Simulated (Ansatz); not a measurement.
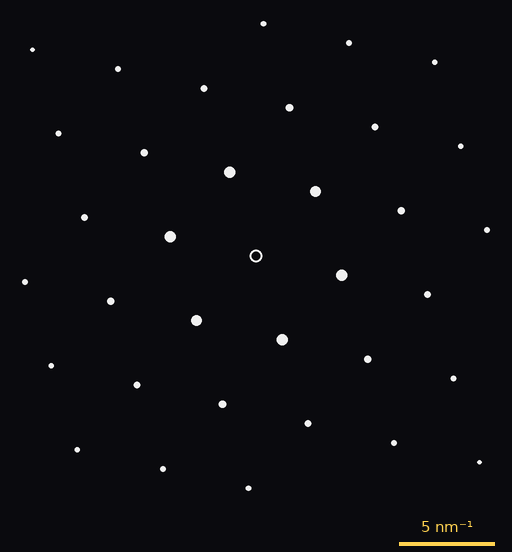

Kinematic zone-axis pattern, calculated for 300 keV electrons with B = 0.3 Å².

Candidate phases (model or computed cells):
A. Co, space group Pm-3m (No. 221), a = 2.317 Å
B. Si, space group Fm-3m (No. 225), a = 3.815 Å
C. Si, space group P6_3/mmc (No. 194), a = 2.728 Å, c = 5.140 Å (hexagonal axes)
D. Si, space group Im-3m (No. 229), a = 3.05 Å

Identify the phase and the zone axis.

Answer. Candidate D (Si), along [111] or an equivalent direction. The spots form a hexagonal net with both shortest vectors at d = 2.16 Å, 60.0° apart. They index as -1 1 0 and -1 0 1; no zone of the other candidates with indices up to 3 has this net.
